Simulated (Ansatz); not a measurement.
# Co₆O₅ (slab): what the fields show

The calculation's input:

```
crystal:
  lattice:
    - [2.9464519615, 0.0, 0.0]
    - [-1.4732259807, 2.5517022497, 0.0]
    - [0.0, 0.0, 27.0288397621]
  atoms:
    - { symbol: Co, position: [0.6666666667, 0.3333333333, 0.277481389], spin: 2.57 }
    - { symbol: O, position: [0.0, 0.0, 0.3219851112], spin: 0.32 }
    - { symbol: Co, position: [0.3333333333, 0.6666666667, 0.3664888334], spin: 2.57 }
    - { symbol: O, position: [0.6666666667, 0.3333333333, 0.4109925556], spin: 0.32 }
    - { symbol: Co, position: [0.0, 0.0, 0.4554962778], spin: 2.57 }
    - { symbol: O, position: [0.3333333333, 0.6666666667, 0.5], spin: 0.32 }
    - { symbol: Co, position: [0.6666666667, 0.3333333333, 0.5445037222], spin: 2.57 }
    - { symbol: O, position: [0.0, 0.0, 0.5890074444], spin: 0.32 }
    - { symbol: Co, position: [0.3333333333, 0.6666666667, 0.6335111666], spin: 2.57 }
    - { symbol: O, position: [0.6666666667, 0.3333333333, 0.6780148888], spin: 0.32 }
    - { symbol: Co, position: [0.0, 0.0, 0.722518611], spin: 2.57 }
basis:
  ecutwfc: 420
kpoints:
  mp_grid: { grid: [12, 12, 1] }
hamiltonian:
  xc: pbesol
scf:
  occupations: { method: gaussian, width: 0.1 }
output:
  forces: true
  stress: true
  eigenvalues: true
  populations: true
  write_density: true
  write_potential: true
  elf: true
  volumetric_format: npy
magnetization:
  spin_polarized: true
efield:
  axis: 3
  dipole_correction: true
  ramp_width: 0.04
```

Command:

```sh
ansatz run input.yaml --threads 1 --pin off --max-ram 2560MiB --backend cpu --events-out ev --progress --plain --runs-dir out
```

Changed on purpose from its base cell (repeats removed: -1); not relaxed (largest force 0.6 eV/Å); the SCF solution may not be the lowest one; the program warned that another magnetic order may lie lower; spin-polarised.

Method: DFT PBEsol, scalar-relativistic, plane waves, PAW (Ansatz).

Core electrons are frozen (PAW), and the valence fields are smoothed inside the atomic spheres.

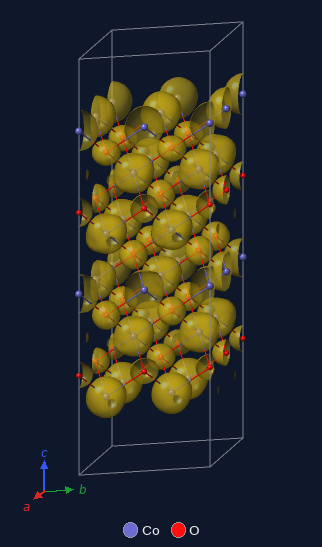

Figure 1. Isosurface of the spin density at +0.1 e/Å³ (yellow), seen slightly off an axis. Sticks mark near contacts.

Describe the spin distribution.

Answer. The spin density sits on Co: +2.4 μB (×4) and +2.2 μB (×2) in one cell of 11 atoms, with smaller moments on O (up to +0.33 μB): parallel main moments (a ferromagnetic arrangement) in this solution. The cell of the calculation (11 atoms) carries 16.2 μB of net spin moment.

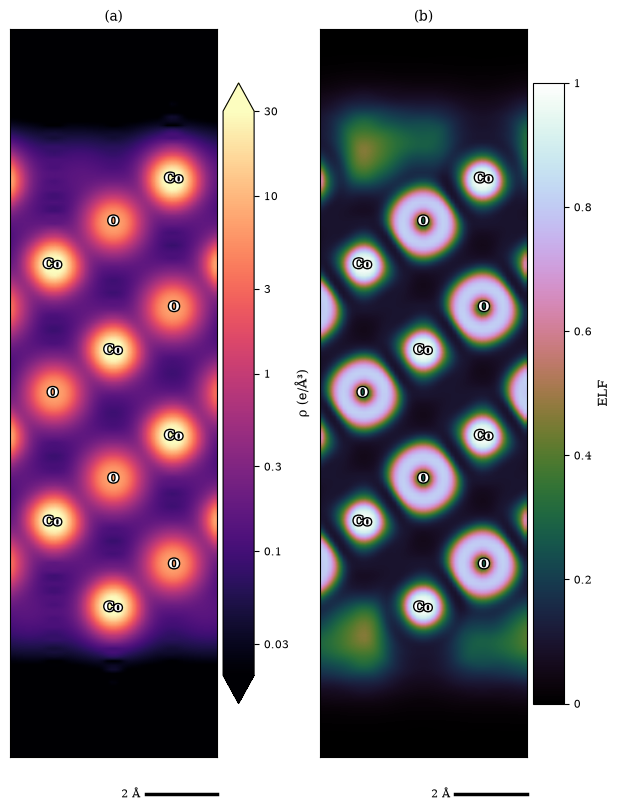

Figure 2. (a) valence pseudo-density; (b) ELF on the (110) plane of the calculation cell, a cut from vacuum to vacuum.

What do the fields say about this system?

Answer.
- The plane passes through Co and O nuclei.
- Co–O (2.08 Å): ρ at the midpoint is about 0.47 e/Å³; the ELF peaks at about 0.80 in the valence shell of O, 0.6 Å from its nucleus, and is about 0.15 at the midpoint: no localised pair shows between them.
- The density dies away to nearly zero in the vacuum.
- The features right at Co lie inside the PAW spheres, where the map follows smoothed inner orbitals and isn't to be read closely.

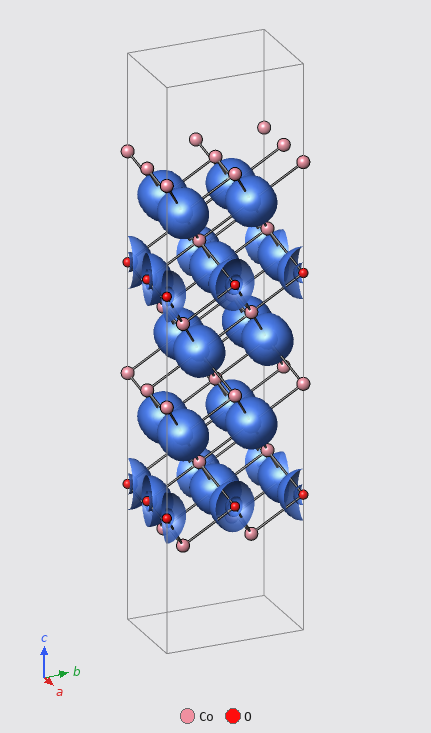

Figure 3. Isosurface of the ELF at 0.65 (blue), seen slightly off an axis. Only the valence region is drawn (cores and ρ < 0.01 e/Å³ removed). Sticks mark near contacts.

Describe the localisation domains.

Answer. The ELF exceeds this value in five regions wrapped around O (the valence shell of each), counted in one cell of 11 atoms. Counts are for one cell; the picture repeats the cell along the surface.
